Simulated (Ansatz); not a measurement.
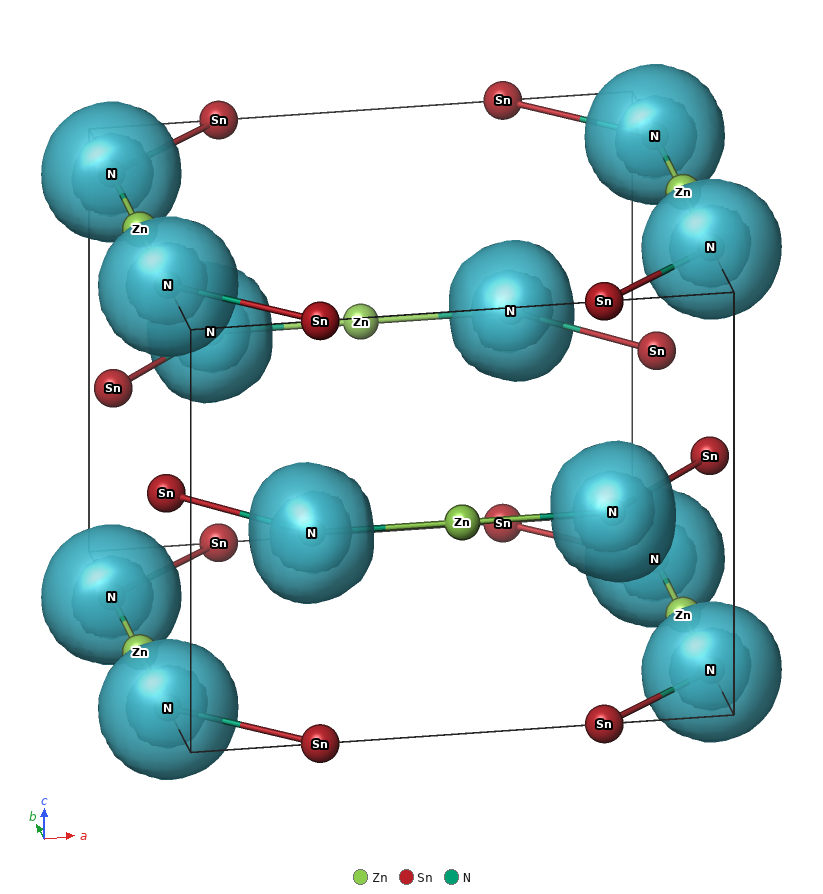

ZnSn2N2. Isosurface of the ELF at 0.75 (cyan), seen at an oblique angle. Only the valence region is drawn (cores and ρ < 0.01 e/Å³ removed). Sticks mark near contacts.

Space group P4₂/mmc; a generated structure, not necessarily the stable one.

The calculation used DFT PBE, scalar-relativistic, plane waves, PAW (Ansatz 0.2.0).

Core electrons are frozen (PAW), and the valence fields are smoothed inside the atomic spheres.

> Where are the electrons localised?

The ELF exceeds this value in four regions wrapped around N (the valence shell of each), counted in one cell of 10 atoms. Any copies at cell faces, edges or corners count once.

Values along the shortest contacts:
Zn–N (1.87 Å): the ELF peaks at about 0.85 in the valence shell of N, 0.6 Å from its nucleus, and is about 0.45 at the midpoint. Sn–N (2.21 Å): the ELF peaks at about 0.85 in the valence shell of N, 0.7 Å from its nucleus, and is about 0.30 at the midpoint.
